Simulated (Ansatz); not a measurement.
# Single-point calculation, with input and output: CoO

System: CoO (F-43m, 2 atoms in the cell).
Method: DFT PBEsol, scalar-relativistic, plane waves, PAW, spin-polarised (Ansatz 0.2.0).

The structure was built on a prototype by a generator; it need not be a known phase. Figures and captions count atoms from 1; the log counts them from 0 in places.

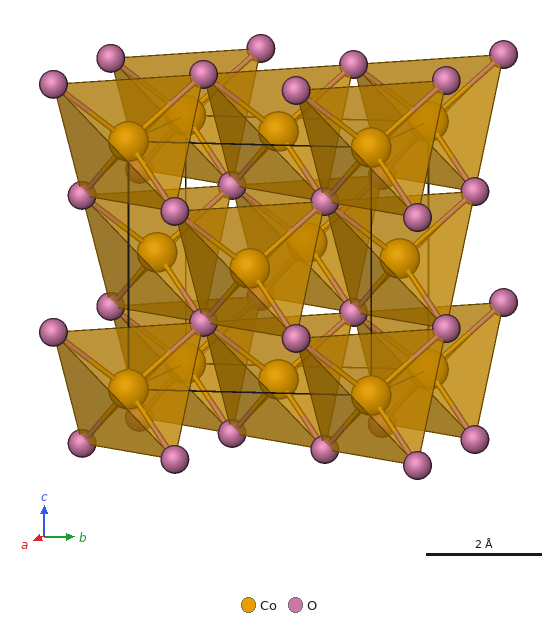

Fig. 1: The input geometry (polyhedral view of the cell 4 times as large as that of the calculation, set on its symmetry axes, seen slightly off an axis; polyhedra are completed across the faces of the cell). An atom can appear more than once, as a periodic image.

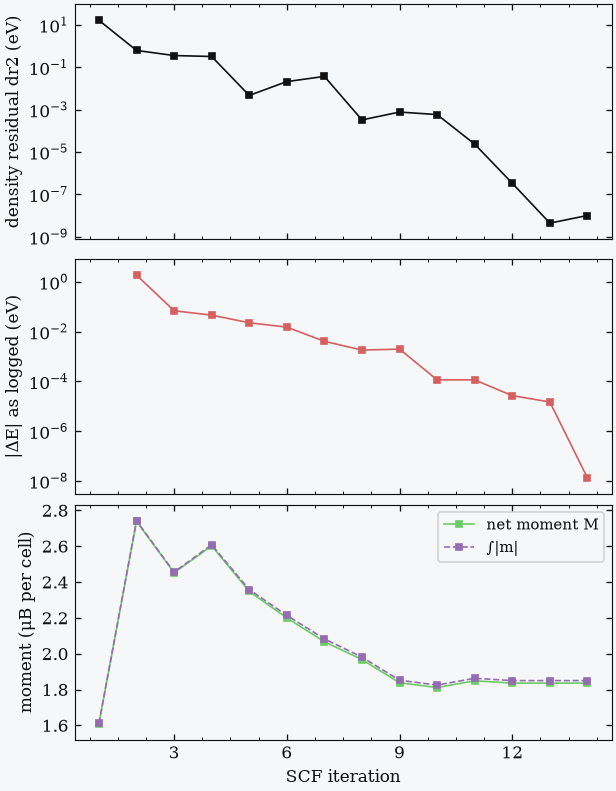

Fig. 2: Convergence of the self-consistent field: density residual dr2, size of the energy change and magnetic moment against the SCF iteration. The residual falls unevenly and jumps up by a factor of two or more 3 times on the way down. The net moment goes from 1.6 to 1.8 μB per cell, with excursions between 1.6 and 2.7 on the way.

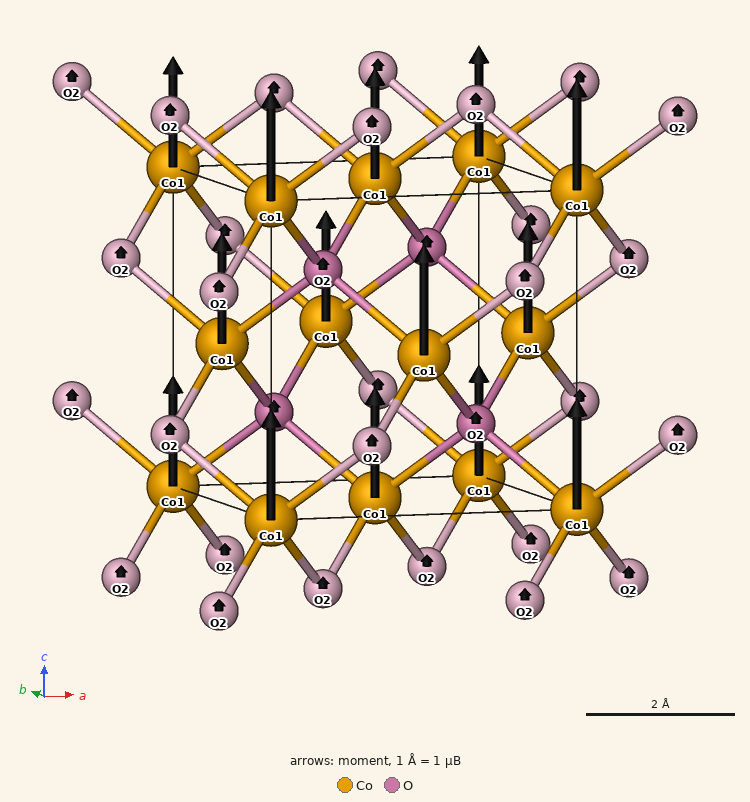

Fig. 3: Magnetic moments of the sites as black arrows (ball-and-stick view of the cell 4 times as large as that of the calculation, set on its symmetry axes, seen slightly off an axis; neighbours outside the cell are drawn fainter; atoms are numbered from 1 in the order of the input); small moments hardly show. The run is collinear, so the axis drawn is arbitrary. Site moments: Co1 (1.52 μB); O2 (0.17 μB). They are counted near the atoms and needn't add up to the moment of the cell.

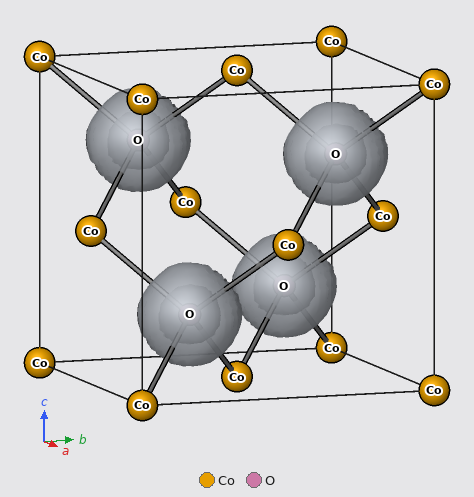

Fig. 4: Isosurface of the ELF at 0.75 (grey), seen slightly off an axis. Core shells and regions of very low density are left out. Sticks mark near contacts. The outline is the cell set on symmetry axes. Along the contacts the grid gives the following. Co–O (1.88 Å): the ELF is about 0.20 at the midpoint; a polar contact without a shared pair, in a metal. In a PAW calculation such maps are meaningful between the atoms, not at the nuclei.

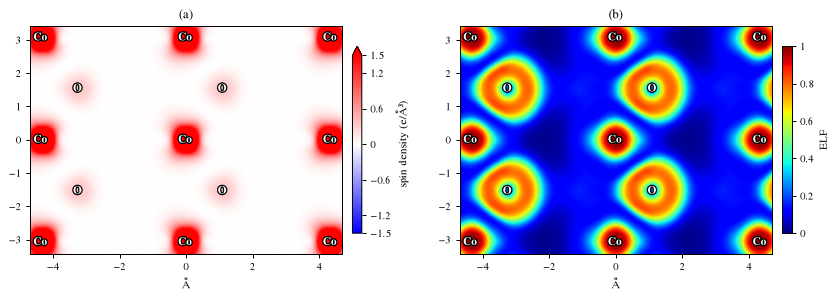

Fig. 5: (a) spin density; (b) electron localisation function on the (011) plane of the conventional cell. Co–O (1.88 Å): the ELF is about 0.20 at the midpoint (no shared pair; the contact is polar). The strong features right at Co lie inside the PAW spheres (semicore, d or f shells) and say nothing about bonding. The cell of the calculation (2 atoms) carries 1.8 μB net.

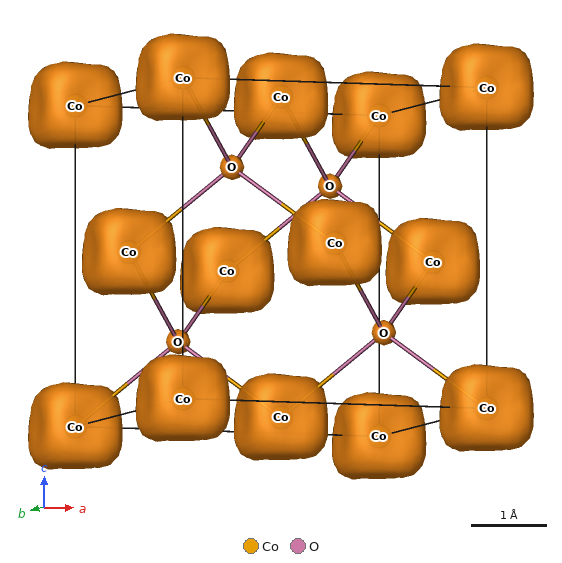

Fig. 6: Isosurface of the spin density (up minus down) at +0.3 e/Å³ (orange), seen at an oblique angle. Sticks mark near contacts. The outline is the cell set on symmetry axes. The cell of the calculation (2 atoms) carries 1.8 μB net.

The input that produced these results follows, with the program's output.

Input
```yaml
crystal:
  lattice:
    - [0.0, 2.174480496, 2.174480496]
    - [2.174480496, 0.0, 2.174480496]
    - [2.174480496, 2.174480496, 0.0]
  atoms:
    - { symbol: Co, position: [0.0, 0.0, 0.0], spin: 3.0 }
    - { symbol: O, position: [0.25, 0.25, 0.25] }
basis:
  ecutwfc: 420
kpoints:
  mp_grid: { grid: [16, 16, 16] }
hamiltonian:
  xc: pbesol
scf:
  occupations: { method: gaussian, width: 0.1 }
  lower_state_search: "off"
output:
  forces: true
  stress: true
  eigenvalues: true
  populations: true
  write_density: true
  write_potential: true
  elf: true
  volumetric_format: npy
magnetization:
  spin_polarized: true
```

Launch command:
```bash
ansatz run input.yaml --threads 1 --pin off --max-ram 2560MiB --backend cpu --events-out ev --progress --plain --runs-dir out
```

Output
```
Engine: ansatz 0.2.0, x86_64-unknown-linux-gnu
Pseudopotentials: kind: paw
Pseudopotential: Co, paw, valence charge 17, recommended cutoff 420 eV (normal), Co.paw.azcp
Pseudopotential: O, paw, valence charge 6, recommended cutoff 420 eV (normal), O.paw.azcp
Functional definition: PBEsol
  exchange = pbesol_x
  correlation = pbesol_c
Crystal: 2 atoms, lattice volume = 20.563 Å³
Basis set: ecut = 420 eV, 411 PW (Γ), exchange–correlation on 48×48×48 points (8 copies of the dense FFT grid, shifted against one another)
Bands: 17, of which v1, the nominal top of the filled ones, is band 12 counted from 1 (11 counted from 0)
Symmetry: 24 space group operations
Space group: F-43m (ITA 216), of the structure as read, at distance tolerance 2.7e-5 Å
Magnetic group: BNS 216.74 (UNI 1576), of the structure as read, at distance tolerance 2.7e-5 Å
k-points: 145 of 4096 (time reversal used)
Non-local potential: Co, projectors of the file, l = 0: 3, l = 1: 2, l = 2: 3, l = 3: 1
Non-local potential: O, projectors of the file, l = 0: 2, l = 1: 2, l = 2: 1
PAW form: soft (Blöchl's): semilocal exchange-correlation on the pseudo side does not see the compensation charge
PAW frozen core: Co, regenerated for the run's functional, and the local potential with it (the file was generated under x = pbe(κ = 0.804, μ = 0.2195149727645171), c = pbe(β = 0.06672455060314922))
PAW frozen core: O, regenerated for the run's functional, and the local potential with it (the file was generated under x = pbe(κ = 0.804, μ = 0.2195149727645171), c = pbe(β = 0.06672455060314922))
PAW one-centre angular grid: Co, 590 points (default); XC on 64 Gauss nodes
PAW one-centre angular grid: O, 110 points (default); XC on 64 Gauss nodes
Initial density: superposition of atomic densities (chi_scale 0.1, normalization cell, long waves kept (reshape's long-wave potential 0.00 eV rms))
Starting moments: Σ|m| = 3 μB on 1 of 2 sites
Initial wavefunctions: pseudopotential atomic-orbital guess
Functional: x = pbesol(κ = 0.804, μ = 0.12345679012345678), c = pbesol(β = 0.046)
SCF iter   1: F=—  HF=-5654.453327 eV  |F-HF|=—  |Δ(HF+E_count)|=         —  Δρ=2.98e-1 (↑6.31e-2 ↓2.98e-1)  dr2=1.65e1  dr2_m=3.92e0  M=1.610 μB ∫|m|=1.611 μB  β_m=0.30  ethr=3.10e-3  ⟨swp⟩=5.7  Hψ=21813  notcnv=0
preconditioner: auto → none  [metal: Δε(μ)=0.011 eV  Ē_g=14.600 eV  σ=0.100 eV  W_gap=0.06  n_scr=8 (ndim 8)  ℏωp=31.7 eV  f_vac=0.000  D(μ)=1.66/eV (n_scr^D=14)  sad-step TF]
SCF iter   2: F=—  HF=-5652.560437 eV  |F-HF|=—  |Δ(HF+E_count)|=    1.89e0  Δρ=6.61e-2 (↑6.61e-2 ↓3.62e-2)  dr2=6.26e-1  dr2_m=2.15e-1  M=2.739 μB ∫|m|=2.742 μB  β_m=0.30  ethr=3.10e-3  ⟨swp⟩=3.0  Hψ=13088  notcnv=0  defer=321
Mixer restart at iter 2: flushing history
spin-set hold released at iteration 2 (the charge has settled, or the pull on large starting moments outlasts its swing): the magnetisation degrees of freedom join the quasi-Newton model from the next iteration; the mixer history was flushed
SCF iter   3: F=—  HF=-5652.490693 eV  |F-HF|=—  |Δ(HF+E_count)|=   6.97e-2  Δρ=6.69e-2 (↑4.36e-2 ↓6.69e-2)  dr2=3.59e-1  dr2_m=4.96e-1  M=2.452 μB ∫|m|=2.456 μB  β_m=0.41  ethr=2.72e-3  ⟨swp⟩=2.8  Hψ=10186  notcnv=0  defer=273
SCF iter   4: F=—  HF=-5652.537091 eV  |F-HF|=—  |Δ(HF+E_count)|=   4.64e-2  Δρ=4.26e-2 (↑4.26e-2 ↓2.04e-2)  dr2=3.24e-1  dr2_m=4.88e-2  M=2.602 μB ∫|m|=2.608 μB  β_m=0.39  ethr=1.56e-3  ⟨swp⟩=2.3  Hψ=7411  notcnv=0  defer=275
SCF iter   5: F=—  HF=-5652.559967 eV  |F-HF|=—  |Δ(HF+E_count)|=   2.29e-2  Δρ=2.03e-2 (↑1.45e-2 ↓2.03e-2)  dr2=4.72e-3  dr2_m=5.53e-2  M=2.348 μB ∫|m|=2.358 μB  β_m=0.54  ethr=1.41e-3  ⟨swp⟩=2.2  Hψ=10000  notcnv=0  defer=278
SCF iter   6: F=—  HF=-5652.575291 eV  |F-HF|=—  |Δ(HF+E_count)|=   1.53e-2  Δρ=1.68e-2 (↑1.68e-2 ↓1.54e-2)  dr2=2.12e-2  dr2_m=4.29e-2  M=2.200 μB ∫|m|=2.214 μB  β_m=0.58  ethr=2.05e-5  ⟨swp⟩=2.0  Hψ=9411  notcnv=0  defer=276
SCF iter   7: F=—  HF=-5652.579411 eV  |F-HF|=—  |Δ(HF+E_count)|=   4.12e-3  Δρ=1.80e-2 (↑8.56e-3 ↓1.80e-2)  dr2=3.72e-2  dr2_m=2.46e-2  M=2.067 μB ∫|m|=2.083 μB  β_m=0.79  ethr=2.05e-5  ⟨swp⟩=2.0  Hψ=8873  notcnv=0  defer=276
SCF iter   8: F=—  HF=-5652.581237 eV  |F-HF|=—  |Δ(HF+E_count)|=   1.83e-3  Δρ=5.69e-3 (↑5.69e-3 ↓4.46e-3)  dr2=3.30e-4  dr2_m=4.69e-3  M=1.967 μB ∫|m|=1.981 μB  β_m=0.57  ethr=2.05e-5  ⟨swp⟩=2.0  Hψ=9331  notcnv=0  defer=276
SCF iter   9: F=—  HF=-5652.583239 eV  |F-HF|=—  |Δ(HF+E_count)|=   2.00e-3  Δρ=2.28e-3 (↑8.18e-4 ↓2.28e-3)  dr2=7.75e-4  dr2_m=2.62e-4  M=1.838 μB ∫|m|=1.852 μB  β_m=0.73  ethr=1.44e-6  ⟨swp⟩=2.3  Hψ=10334  notcnv=0  defer=274
SCF iter  10: F=—  HF=-5652.583123 eV  |F-HF|=—  |Δ(HF+E_count)|=   1.16e-4  Δρ=3.17e-3 (↑1.73e-3 ↓3.17e-3)  dr2=5.89e-4  dr2_m=1.00e-3  M=1.811 μB ∫|m|=1.825 μB  β_m=0.86  ethr=1.44e-6  ⟨swp⟩=2.0  Hψ=6282  notcnv=0  defer=274
SCF iter  11: F=—  HF=-5652.583239 eV  |F-HF|=—  |Δ(HF+E_count)|=   1.16e-4  Δρ=9.11e-4 (↑7.10e-4 ↓9.11e-4)  dr2=2.37e-5  dr2_m=1.18e-4  M=1.849 μB ∫|m|=1.863 μB  β_m=0.85  ethr=1.44e-6  ⟨swp⟩=2.1  Hψ=6712  notcnv=0  defer=274
SCF iter  12: F=—  HF=-5652.583266 eV  |F-HF|=—  |Δ(HF+E_count)|=   2.69e-5  Δρ=3.08e-5 (↑3.08e-5 ↓2.94e-5)  dr2=3.40e-7  dr2_m=5.86e-8  M=1.836 μB ∫|m|=1.850 μB  β_m=0.84  ethr=1.03e-7  ⟨swp⟩=2.1  Hψ=6754  notcnv=0  defer=274
iter 13 did not close the SCF: its close was put off for a magnetic moment that had not settled (scf_convergence_deferred on its scf_iter line)
SCF iter  13: F=-5652.583281 eV  HF=-5652.583281 eV  |F-HF|=6.97e-9  |Δ(HF+E_count)|=   1.50e-5  Δρ=1.18e-5 (↑1.10e-5 ↓1.18e-5)  dr2=4.46e-9  dr2_m=2.01e-8  M=1.836 μB ∫|m|=1.850 μB  β_m=0.92  ethr=4.35e-10  ⟨swp⟩=10.4  Hψ=32712  notcnv=0
SCF iter  14: F=-5652.583281 eV  HF=-5652.583281 eV  |F-HF|=9.97e-9  |Δ(HF+E_count)|=   1.33e-8  Δρ=7.53e-6 (↑7.53e-6 ↓2.11e-6)  dr2=1.02e-8  dr2_m=1.92e-9  M=1.836 μB ∫|m|=1.850 μB  ethr=1.94e-11  ⟨swp⟩=4.5  Hψ=23985  notcnv=0
SCF 1 converged in 14 iterations: F = -5652.583281 eV  dr2 = 1.02e-8
  greatest PAW one-centre occupation: 1.003 electrons in one spin orbital (limit 2), on the Co atom at site 0 (counted from 0), in its partial waves of l = 1
SCF converged after 14 iterations
Magnetization: 1.8357 μB (12.4178 up, 10.5822 down)
Absolute magnetization: 1.8497 μB (∫|ρ↑−ρ↓|, with the PAW one-centre terms)
Spin contamination: 0.0155 ħ² per cell (⟨S²⟩ above its minimum at these occupations)
Per-site moments (μB) at R_I (Å): [(1.516713340147817, 0.776801581697537), (0.16794455114855106, 0.776801581697537)]
Free energy (F): -5652.583281 eV
Harris-Foulkes:  -5652.583281 eV  (|F-HF|=9.97e-9)
Internal energy: -5652.573550 eV  (E = F + TS)
E sigma→0 (E₀):  -5652.578416 eV
Entropy (-TS):   -0.009731 eV (-4.865 meV/atom)
Fermi energy:    12.694051 eV
--- Per-component energies (eV) ---
  E_band       = -334.682541
  E_kinetic    = 622.439480
  E_local      = -3720.910065  (includes V_loc(G=0)·N_el)
  E_nonlocal   = 512.879575
  E_hartree    = 1535.404037
  E_xc         = -227.572687
  E_vxc        = -294.055748  (∫ρ·V_xc dr)
  E_paw        = -1637.335977  (= ΣΔE_a)
  E_vpaw       = -525.852640  (= ΣTr[D̂ρ^β])
  E_aug_tail   = 0.002327  (compensation charges beyond the density's cutoff)
  E_ewald      = -2737.703947
  E_core_change = 0.223707  (= ΣΔE_core)
  E_smearing   = -0.009731  (= −TS)
  E_closure    = -0.000000  (closes the sum)
  Σ components = -5652.583281   (vs F -5652.583281, Δ=0.00e0)
--- Forces (eV/Å), atoms counted from 1 ---
  atom   1  Co    -0.00000000     0.00000000    -0.00000000
  atom   2  O      0.00000000    -0.00000000     0.00000000
  max |Σ_I F_I| component: 7.40e-17 eV/Å
--- Stress (GPa, compression-positive) ---
        0.010013       0.000000       0.000000
        0.000000       0.010013      -0.000000
        0.000000      -0.000000       0.010013
  P = ⅓ Tr σ = 0.0100 GPa (0.100 kbar)
--- Band table (eV; the first three rows and the last of 290) ---
  k-point 0 ↑: bands = ["-83.0967", "-46.5181", "-46.5181", "-46.5181", "-8.1951", "5.9284", "5.9284", "5.9284", "10.7648", "10.7648", "13.0182", "13.5850", "13.5850", "13.5850", "27.6142", "27.6142", "27.6142"]
  k-point 1 ↑: bands = ["-83.0965", "-46.5196", "-46.5184", "-46.5184", "-8.1663", "5.8565", "5.9452", "5.9452", "10.7523", "10.7523", "13.0463", "13.5621", "13.5621", "13.6420", "27.1459", "27.6618", "27.6618"]
  k-point 2 ↑: bands = ["-83.0962", "-46.5236", "-46.5190", "-46.5190", "-8.0837", "5.6701", "5.9925", "5.9925", "10.7222", "10.7222", "12.8957", "13.4925", "13.4925", "14.0244", "26.0438", "27.7658", "27.7658"]
  k-point 144 ↓: bands = ["-81.1553", "-44.6576", "-44.6501", "-44.6414", "-6.8331", "5.8002", "6.4479", "7.2374", "11.1160", "11.9031", "12.4466", "13.2757", "13.8595", "20.7253", "23.5309", "24.3765", "25.1451"]
--- Löwdin populations: 2 sites ---
  site symbol       q [e]    m [muB]
     0     Co     16.0495     1.5692
     1      O      6.7750     0.2689
  spilling = 0.007629 (of n_electrons = 23.000000)
```

File populations.tsv
```
# site	symbol	l	j	q_up	q_dn
# orbitals = lowdin
# n_electrons = 23.000000
# spilling = 0.007629
0	Co	0_3S	-	0.995316	0.995296
0	Co	0_4S	-	0.226707	0.226803
0	Co	1_3P	-	2.998577	2.997448
0	Co	2_3D	-	4.588741	3.020637
1	O	0_2S	-	0.915323	0.878458
1	O	1_2P	-	2.606613	2.374606
```

Results in brief

```csv
quantity,value
outcome,converged
space group (tolerance 0.01 Å),F-43m (216)
electrons treated,23
free energy,−5652.5833 eV
Fermi energy,12.694 eV
gap on the k-point mesh,none (metallic)
net moment of the cell,1.84 μB
integrated absolute moment,1.85 μB
pressure,0.01 GPa
largest force (length of the vector),under 0.001 eV/Å
hardware,"1 thread of Intel Xeon @ 2.70GHz, 189 GiB of memory available, shared host"
wall time,19 s
peak memory,0.42 GiB
```
